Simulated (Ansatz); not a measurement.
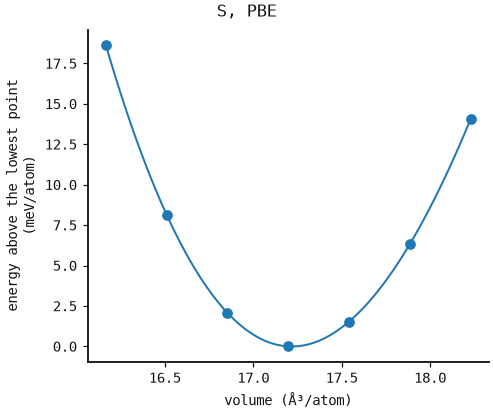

The picture above shows the energy above the lowest point against volume for S, space group Pm-3m (No. 221) (one of a set of cubic test structures, which need not be the stable phase).

Computed with Ansatz 0.2.0 development build: equation of state of a cubic crystal from periodic Kohn-Sham density functional theory without spin, third-order Birch-Murnaghan fit to the free energies; pressure corrected for the finite basis. Level: PBE.

| setting | value |
| --- | --- |
| structure type | simple cubic |
| atoms in cell | 1 |
| space group number | 221 |
| lattice centring | simple cubic |
| k mesh | 42×42×42 |
| occupation method | Fermi–Dirac |
| occupation width | 0.06123 eV |
| wave cutoff | 420 eV |
| datasets | soft-1 PAW |
| density tolerance | 1e−07 eV |
| bands | 7 |
| density cutoff ratio | 4 |
| search for lower states | default |

From this curve and the settings, what does the calculation give for the pressure at the same points?

The pressure falls from 6.0 GPa at volume 16.17 Å³/atom to −4.2 GPa at 18.23 Å³/atom, and changes sign near 17.22 Å³/atom.

```csv
volume (Å³/atom),pressure (GPa)
16.17,6.0
16.51,3.8
16.85,1.9
17.20,0.1
17.54,-1.5
17.89,-2.9
18.23,-4.2
```

Caveats: cubic model structure, not the ambient form.
